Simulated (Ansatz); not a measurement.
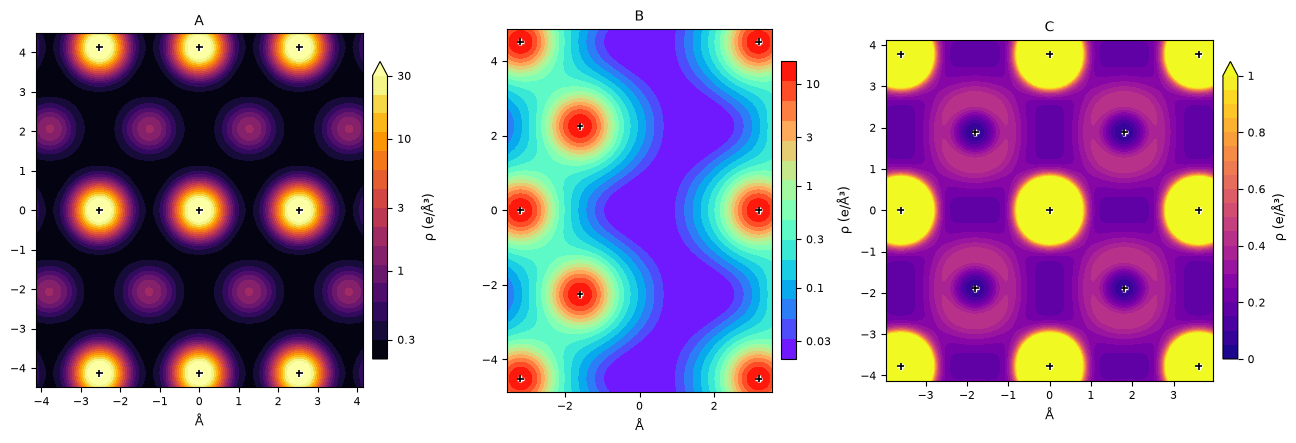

The valence charge density (pseudo) of 3 systems, each on a plane through atoms (crosses mark nuclei in the plane).

Method: Ansatz 0.2.0, Kohn-Sham DFT of a periodic cell, PBEsol, Ansatz PAW.

System 1: Sn, the (110) plane of the conventional cell. Space group Fd-3m; computed pressure about 4 GPa in this cell.

```
CELL_PARAMETERS angstrom
6.37929 0.00000 0.00000
0.00000 6.37929 0.00000
0.00000 0.00000 6.37929
ATOMIC_POSITIONS crystal
Sn 0.25000 0.25000 0.25000
Sn 0.75000 0.75000 0.25000
Sn 0.75000 0.25000 0.75000
Sn 0.25000 0.75000 0.75000
Sn 0.00000 0.00000 0.00000
Sn 0.50000 0.50000 0.00000
Sn 0.50000 0.00000 0.50000
Sn 0.00000 0.50000 0.50000
```

System 2: TiSi, the (010) plane of the conventional cell. Space group Cmmm; a structure from a database of computed crystals, not necessarily the ambient phase.

```cif
data_structure
_symmetry_space_group_name_H-M 'P 1'
_symmetry_Int_Tables_number 1
_cell_length_a 3.6080
_cell_length_b 4.2068
_cell_length_c 3.7784
_cell_angle_alpha 90.000
_cell_angle_beta 90.000
_cell_angle_gamma 90.000
_cell_volume 57.35
loop_
_atom_site_label
_atom_site_type_symbol
_atom_site_fract_x
_atom_site_fract_y
_atom_site_fract_z
_atom_site_occupancy
Ti1 Ti 0.00000 0.50000 0.00000 1
Ti2 Ti 0.50000 0.00000 0.00000 1
Si1 Si 0.00000 0.00000 0.50000 1
Si2 Si 0.50000 0.50000 0.50000 1
```

System 3: Cu, the (100) plane of the conventional cell. Space group P6₃/mmc; a structure from a database of computed crystals, not necessarily the ambient phase.

```xyz
4
Lattice="2.5308 0.0000 0.0000 -1.2654 2.1917 0.0000 0.0000 0.0000 8.2618" Properties=species:S:1:pos:R:3 pbc="T T T"
Cu    1.2654    0.7306    6.1964
Cu    0.0000    0.0000    4.1309
Cu    0.0000    1.4611    2.0655
Cu    0.0000    0.0000    0.0000
```

Question: Which map belongs to which system?

Answer: Panel A is system 3, Cu: the plane holds Cu. Cu–Cu (2.53 Å): ρ at the midpoint is about 0.28 e/Å³. Panel B is system 1, Sn: the plane holds Sn. Sn–Sn (2.76 Å): ρ is about 0.39 e/Å³ halfway. Panel C is system 2, TiSi: the plane holds Ti and Si. Ti–Si (2.61 Å): the density is about 0.3 e/Å³ at the midpoint.
